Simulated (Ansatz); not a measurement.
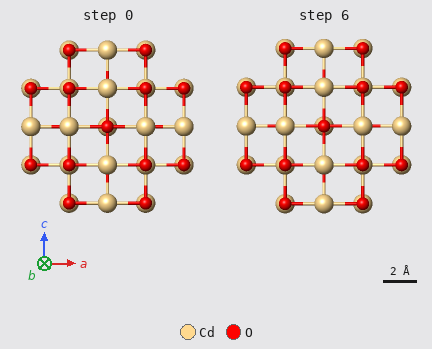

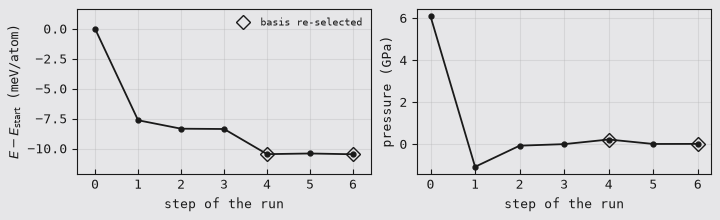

First and last geometry of a relaxation of a crystal of CdO (set up in Fm-3m), with the history of the run. The picture is a ball-and-stick view of the conventional cell (4 times the calculation's cell), seen along the b axis. Lengths and directions refer to the drawn axes.

The run lets cell and atoms move.

Method: Kohn-Sham DFT of a periodic cell, PBE, Ansatz PAW (Ansatz).

Input file:
```yaml
crystal:
  lattice:
    - [0.0, 2.3495, 2.3495]
    - [2.3495, 0.0, 2.3495]
    - [2.3495, 2.3495, 0.0]
  atoms:
    - { symbol: Cd, position: [0.0, 0.0, 0.0] }
    - { symbol: O, position: [0.5, 0.5, 0.5] }
hamiltonian:
  xc: pbe
  pseudopotentials: { kind: paw }
kpoints:
  mp_grid: { grid: [10, 10, 10] }
scf:
  occupations: { method: fermi_dirac, width: 0.05 }
output:
  forces: true
  stress: true
relax:
  f_tol: 0.01
  max_steps: 40
  cell: { stress_tol: 0.05 }
```

Launched with:
```bash
ansatz run input.yaml --threads 2 --pin off --max-ram 5120MiB --backend cpu --events-out ev --progress --plain --runs-dir out
```

Q: Read the history and describe the run.

A: It converged. The atoms keep their places relative to the cell (all moves are under 0.005 Å). Cell: a = b = c 4.699 → 4.768 Å (+1.5 %). Volume +4.4 %. Near-neighbour distances that change, for instance: Cd–O 2.349 → 2.384 Å. The space group stays Fm-3m (No. 225). The energy falls by 10.5 meV per atom in 4 accepted moves (6 points after the start). All forces vanish by symmetry, so only the cell relaxes. The pressure goes from 6.09 to 0.01 GPa. At 2 points the geometry stayed and the basis and grid were re-selected for the new cell (energy shift of 2.1 meV per atom at most each time).

```csv
step,"E − E(0), meV/atom","pressure, GPa","volume, Å³/atom",note
0,0.00,6.09,12.970,
1,-7.64,-1.08,13.636,
2,-8.34,-0.07,13.531,
3,-8.37,0.00,13.524,
4,-10.47,0.22,13.524,"same geometry, new basis"
5,-10.41,0.01,13.546,
6,-10.48,0.01,13.546,"same geometry, new basis"
```
